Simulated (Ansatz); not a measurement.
```yaml
crystal:
  lattice:
    - [3.96718, 0.00000, 0.00000]
    - [-1.98359, 3.43568, 0.00000]
    - [0.00000, 0.00000, 6.97441]
  atoms:
    - { symbol: Ge, position: [0.66667, 0.33333, 0.07293] }
    - { symbol: Ge, position: [0.33333, 0.66667, 0.57293] }
    - { symbol: Ge, position: [0.66667, 0.33333, 0.42707] }
    - { symbol: Ge, position: [0.33333, 0.66667, 0.92707] }
    - { symbol: H, position: [0.00000, 0.00000, 0.25000] }
    - { symbol: H, position: [0.00000, 0.00000, 0.75000] }
```

Space group P6₃/mmc; a structure from a database of computed crystals, not necessarily the ambient phase.

The calculation used Ansatz 0.2.0, DFT PBE, scalar-relativistic, plane waves, PAW.

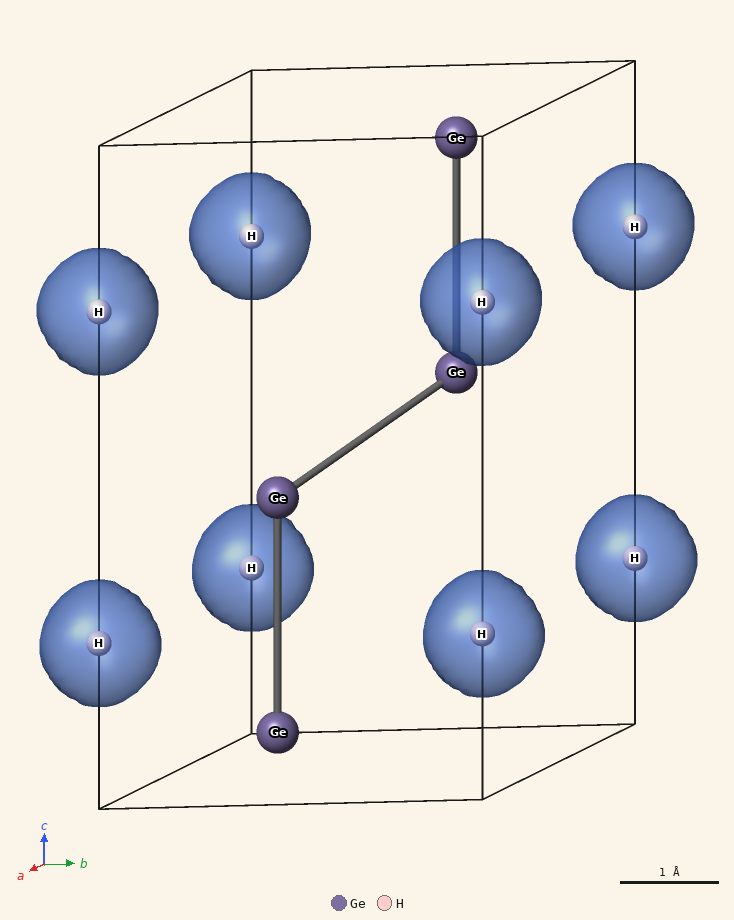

Ge$_{2}$H. Isosurface of the ELF at 0.9 (blue), seen slightly off an axis. Only the valence region is drawn (cores and ρ < 0.01 e/Å³ removed). Sticks mark near contacts.

Core electrons are frozen (PAW), and the valence fields are smoothed inside the atomic spheres.

Describe the localisation domains.

Answer. The surface consists of two regions around hydrogen nuclei, counted in one cell of 6 atoms. Regions shared between cells count once.

Values along the shortest contacts:
Ge–Ge (2.47 Å): the ELF peaks at about 0.75 between the atoms. Ge–H (2.60 Å): the ELF climbs to about 1 towards the hydrogen.

Does the calculation give a band gap?

Answer. It is metallic or semimetallic at this level of theory: no gap opens.
